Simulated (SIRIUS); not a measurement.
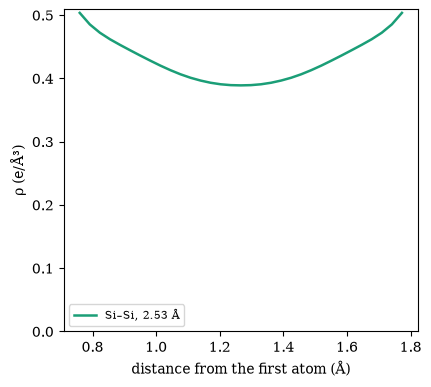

*Si. Total electron density along straight lines between neighbouring atoms. The curves leave out the atomic cores.*

Space group Pm-3m; a generated structure, not necessarily the stable one.

All numbers below come from SIRIUS, Kohn-Sham DFT of a periodic cell, PBE, all-electron FP-LAPW.

Input file:

```
{
  "control": {
    "processing_unit": "cpu",
    "std_evp_solver_name": "lapack",
    "gen_evp_solver_name": "lapack",
    "verbosity": 2,
    "print_forces": true,
    "ortho_rf": true,
    "use_second_variation": true,
    "rmt_max": 3.0,
    "num_bands_to_print": 12,
    "save_wf": true
  },
  "parameters": {
    "electronic_structure_method": "full_potential_lapwlo",
    "xc_functionals": ["XC_GGA_X_PBE", "XC_GGA_C_PBE"],
    "core_relativity": "dirac",
    "valence_relativity": "iora",
    "num_fv_states": 12,
    "smearing": "fermi_dirac",
    "smearing_width": 0.0018374661,
    "pw_cutoff": 20,
    "gk_cutoff": 3.41,
    "lmax_apw": 10,
    "lmax_rho": 8,
    "lmax_pot": 8,
    "num_mag_dims": 0,
    "auto_rmt": 0,
    "ngridk": [10, 10, 10],
    "shiftk": [0, 0, 0],
    "num_dft_iter": 80,
    "energy_tol": 1e-07,
    "density_tol": 1e-05,
    "use_symmetry": true
  },
  "settings": {"tol_ne": 1e-10},
  "iterative_solver": {"type": "exact"},
  "mixer": {"type": "anderson", "beta": 0.5, "max_history": 8},
  "unit_cell": {
    "lattice_vectors": [[4.7849944174, 0.0, 0.0], [0.0, 4.7849944174, 0.0], [0.0, 0.0, 4.7849944174]],
    "atom_types": ["Si"],
    "atom_files": {"Si": "Si.json"},
    "atoms": {"Si": [[0.5, 0.5, 0.5]]}
  }
}
```

Launched as:

```sh
OMP_NUM_THREADS=1 sirius.scf --input=sirius_start.json --output=start.json
OMP_NUM_THREADS=1 sirius.scf --input=sirius.json --output=output.json --task=1
```

Below, planes, directions and counts refer to the conventional cell (a = 2.53 Å, b = 2.53 Å, c = 2.53 Å, α = 90.00°, β = 90.00°, γ = 90.00°).

Question: What can be read from the curves?

Answer: Si–Si (2.53 Å): ρ is about 0.39 e/Å³ halfway.
